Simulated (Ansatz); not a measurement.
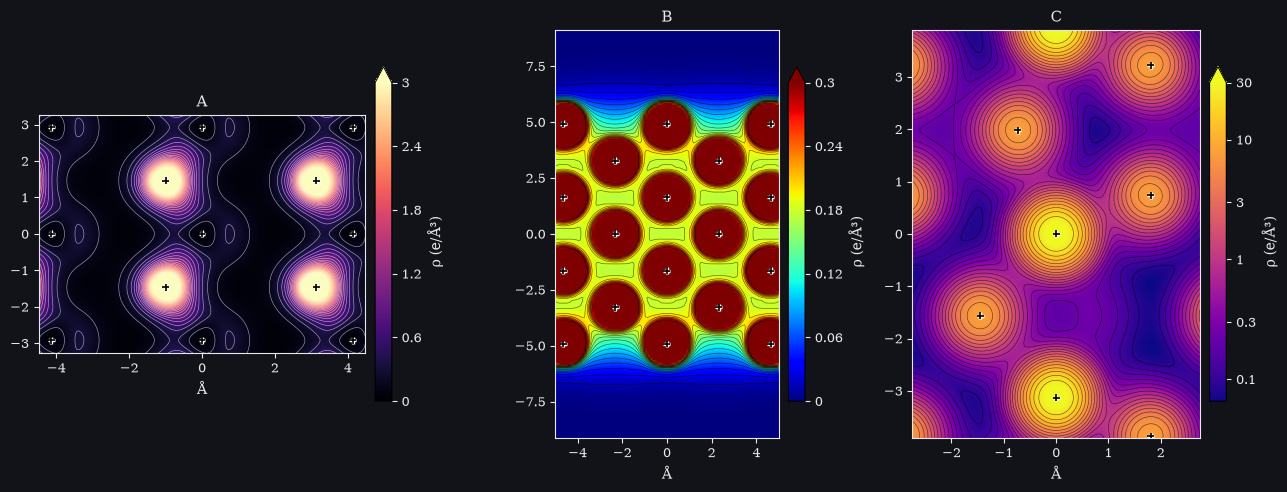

The valence pseudo-density of 3 systems, each on a plane through atoms (crosses mark nuclei in the plane).

Theory: Ansatz 0.2.0, Kohn-Sham DFT of a periodic cell, PBE, Ansatz PAW.

System 1: HfO2, the (11̄0) plane of the conventional cell. Space group P2₁2₁2; a structure from a database of computed crystals, not necessarily the ambient phase; not relaxed (largest force 0.7 eV/Å); computed pressure about 30 GPa in this cell.

System 2: Si3N4, the (101) plane of the conventional cell. Space group P-43m; a generated structure, not necessarily the stable one.

```xyz
7
Lattice="4.1308 0.0000 0.0000 0.0000 4.1308 0.0000 0.0000 0.0000 4.1308" Properties=species:S:1:pos:R:3 pbc="T T T"
Si    0.0000    0.0000    2.0654
Si    2.0654    0.0000    0.0000
Si    0.0000    2.0654    0.0000
N     0.9894    0.9894    3.1414
N     3.1414    3.1414    3.1414
N     0.9894    3.1414    0.9894
N     3.1414    0.9894    0.9894
```

System 3: Ti (slab), the (11̄0) plane of the calculation cell, a cut from vacuum to vacuum. Not relaxed (largest force 0.6 eV/Å).

```xyz
7
Lattice="3.2820 0.0000 0.0000 0.0000 3.2820 0.0000 0.0000 0.0000 24.8460" Properties=species:S:1:pos:R:3 pbc="T T T"
Ti    1.6410    1.6410    7.5000
Ti    0.0000    0.0000    9.1411
Ti    1.6410    1.6410   10.7819
Ti    0.0000    0.0000   12.4230
Ti    1.6410    1.6410   14.0641
Ti    0.0000    0.0000   15.7049
Ti    1.6410    1.6410   17.3460
```

Question: Match each panel to its system.

Answer: Panel A is system 2, Si3N4: the plane holds Si and N. Si–N (1.77 Å): the density is about 1 e/Å³ at the midpoint. Panel B is system 3, Ti: the plane holds Ti. Ti–Ti (2.84 Å): the density is about 0.19 e/Å³ at the midpoint. Panel C is system 1, HfO2: the plane holds Hf and O. Hf–O (1.95 Å): the density is about 1.1 e/Å³ at the midpoint.
